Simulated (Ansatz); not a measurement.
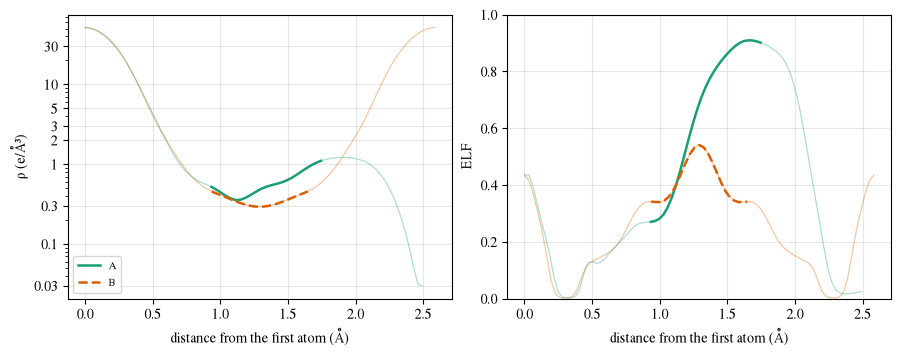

Figure. GaS2. Valence charge density (pseudo) and ELF along straight lines between neighbouring atoms. Thin, pale parts lie inside the atomic spheres.

A structure generated by program, which may or may not match a known phase; computed without spin polarisation.

These are results of DFT PBE, scalar-relativistic, plane waves, PAW in Ansatz 0.2.0, not measurements.

Core electrons are frozen (PAW), and the valence fields are smoothed inside the atomic spheres.

```xyz
3
Lattice="2.5834 0.0000 0.0000 0.0000 2.5834 0.0000 0.0000 0.0000 34.3012" Properties=species:S:1:pos:R:3 pbc="T T T"
Ga    0.0000    0.0000    9.5001
S     0.0000    0.0000   11.9934
S     0.0000    0.0000    7.0067
```

Q: Which curve belongs to which contact (Ga–Ga and Ga–S)? The first atom named is at distance zero.

A: Curve A: Ga–S (2.49 Å): ρ at the midpoint is about 0.43 e/Å³, with its minimum of 0.35 e/Å³ about 1.1 Å from Ga; the ELF peaks at about 0.90 in the valence shell of S, 0.8 Å from its nucleus, and is about 0.60 at the midpoint. Curve B: Ga–Ga (2.58 Å): ρ at the midpoint is about 0.29 e/Å³; the ELF reaches about 0.55 near the midpoint.
